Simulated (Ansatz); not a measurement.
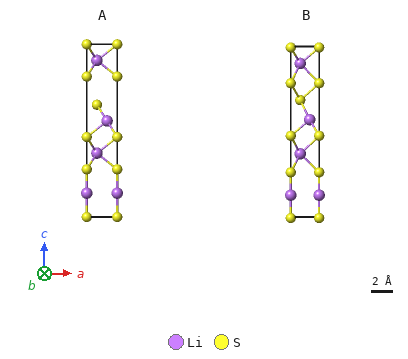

Two geometries of a crystal of Li4S5 (a generated structure, set up in P3m1) (coarse preliminary run), drawn at one scale. One is the start of a relaxation, the other its converged end. The picture is a ball-and-stick view of the cell of the calculation, seen along the b axis.

These are results of DFT PBE+D3(BJ), scalar-relativistic, plane waves, PAW (Ansatz 0.2.0), not measurements. Set-up: plane-wave cutoff 420 eV; k-point mesh 6 × 6 × 1; occupations gaussian; smearing width 0.1 eV; no spin polarisation; cell and atoms relaxed; force threshold 0.04 eV/Å; at most 70 steps.

Which one is relaxed?

Answer. Structure B is the relaxed one. After 7 accepted moves (8 points after the start) the energy has fallen by 185 meV per atom. Largest force component: 0.72 eV/Å at the start, 0.0025 eV/Å at the end. The pressure goes from −4.06 to 0.01 GPa. At 1 point the geometry stayed and the basis and grid were re-selected for the new cell (energy shift of 0.1 meV per atom at most each time). The largest move relative to the cell is that of an S atom, 0.59 Å along +c. Largest moves by element: S 0.59 Å, Li 0.24 Å. The drawn cell changes as follows: a = b 3.390 → 3.161 Å (−6.8 %), c 16.649 → 16.437 Å (−1.3 %); the volume changes by −14.2 %. Near-neighbour distances that change, for instance: S–S 3.350 → 2.444 Å, Li–S 2.500 → 2.640 Å, Li–S 2.500 → 2.387 Å, Li–S 2.300 → 2.201 Å. New bonds form: S–S (3.35 → 2.44 Å). Among the angles between lasting bonds that change: S–Li–S 85.4° → 74.1°, Li–S–Li 85.4° → 74.1°, S–Li–S 76.9° → 87.9°. The space group stays P3m1 (No. 156).
